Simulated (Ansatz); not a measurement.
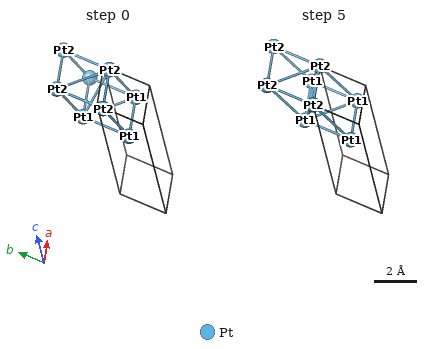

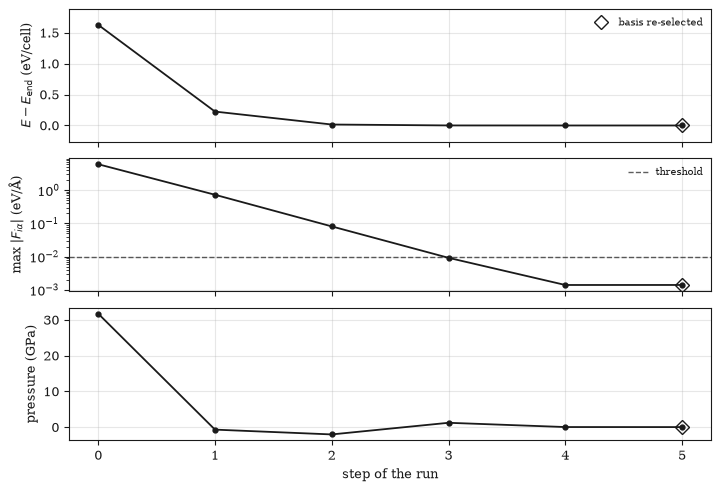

First and last geometry of a relaxation of solid Pt (set up in P-1), with the history of the run. The picture is a ball-and-stick view of the cell of the calculation, reduced to other axes, repeated 2 × 2 × 1 with one cell outlined, seen from a free direction. Lengths and directions refer to the drawn axes.

Case: a zone-boundary wave of random shape, sigma 0.4 Å; relaxed back.

Method: DFT PBE, scalar-relativistic, plane waves, PAW in Ansatz. (plane-wave cutoff 420 eV; k-point mesh 12 × 12 × 14; occupations gaussian; smearing width 0.15 eV; no spin polarisation; cell and atoms relaxed; force threshold 0.01 eV/Å; at most 80 steps)

> Did the run converge, and what did it change?

It converged. Over 4 accepted moves (5 points after the start) the energy falls by 1.628 eV per cell of the calculation. Largest force component: 6.1 eV/Å at the start, 0.0014 eV/Å at the end. The pressure goes from 31.74 to 0.03 GPa. At 1 point the geometry stayed and the basis and grid were re-selected for the new cell (energy shift of less than 0.05 meV per cell of the calculation at most each time). The largest moves relative to the cell, 0.33 Å, are those of Pt1 and Pt2. Pt1 goes roughly along [1 −3 −1]. The drawn cell changes at constant volume: a 2.807 → 2.804 Å (−0.1 %), b 2.807 → 2.805 Å (−0.1 %), c 4.862 → 4.873 Å (+0.2 %). Among the contacts that change: Pt1–Pt2 3.416 → 2.811 Å, Pt1–Pt2 (another image) 2.228 → 2.810 Å, Pt1–Pt2 (another image) 3.061 → 2.811 Å, Pt1–Pt2 (another image) 2.939 → 2.811 Å. Within 0.06 Å the space group is P-1 at the start and Fm-3m at the end; at a tighter tolerance small leftover displacements or strains of the cell lower it.
